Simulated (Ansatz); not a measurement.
Band edges of a single layer of CuI (space group of the slab cell P4/nmm).

Input

```yaml
crystal:
  lattice:
    - [4.09019619, 0.0, 0.0]
    - [0.0, 4.09019619, 0.0]
    - [0.0, 0.0, 16.36699922]
  atoms:
    - { symbol: Cu, position: [0.5, 0.5, 0.5] }
    - { symbol: Cu, position: [0.0, 0.0, 0.5] }
    - { symbol: I, position: [0.5, 0.0, 0.60285939] }
    - { symbol: I, position: [0.0, 0.5, 0.39714061] }
basis:
  ecutwfc: 420
kpoints:
  mp_grid: { grid: [16, 16, 1] }
hamiltonian:
  xc: pbe
scf:
  occupations: { method: gaussian, width: 0.05 }
output:
  forces: true
  eigenvalues: true
  eigenstates:
    nscf_kmesh: { grid: [26, 26, 1] }
    top_band: c12
    de_dk: true
    localisation: true
checkpoint:
  write: ck
  compress: false
  write_wavefunctions: false
  write_every: 100000
magnetization:
  noncollinear: true
  spin_orbit: true
```

Launched as:

```sh
ansatz run input.yaml --threads 1 --pin off --max-ram 3072MiB --backend cpu --events-out ev --progress --plain --runs-dir out
```

These are results of DFT PBE, spin-orbit coupling, plane waves, PAW; levels and slopes on a dense k mesh at the converged density in Ansatz, not measurements. Non-magnetic. With an inversion centre and no moment every band is doubly degenerate; a pair is shown and named once. The levels come from a k mesh of 26×26×1 points. Unrelaxed database geometry. The cell comes from a database of computed structures, not from a measurement.

Masses come from a second pass at points close to the extrema; at the energies drawn a band may no longer be parabolic.

The gap is direct, 1.96 eV at this level of theory, which underestimates gaps and can reorder valleys that lie close.

Valence band: one maximum at Γ, mass 0.60 mₑ in all directions. Band pair 71/72 forms the valence edge.
Conduction band: one minimum at Γ, mass 0.34 mₑ in all directions; four equivalent minima on the Γ–X line, 0.67 eV above the edge, principal masses 0.45 and 0.73 mₑ. Band pair 73/74 forms the conduction edge.

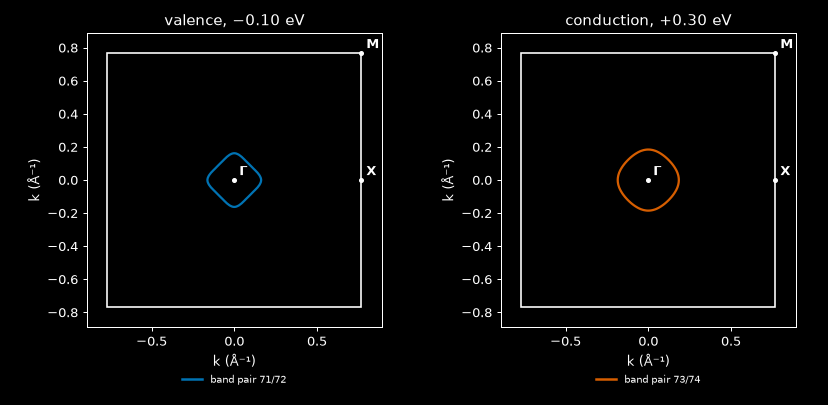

Constant-energy contours near the two band edges, measured from each edge.

Time for the whole run: 23 min on 1 thread of Arm Neoverse V1, with other jobs on the host, peak memory 2.3 GiB.
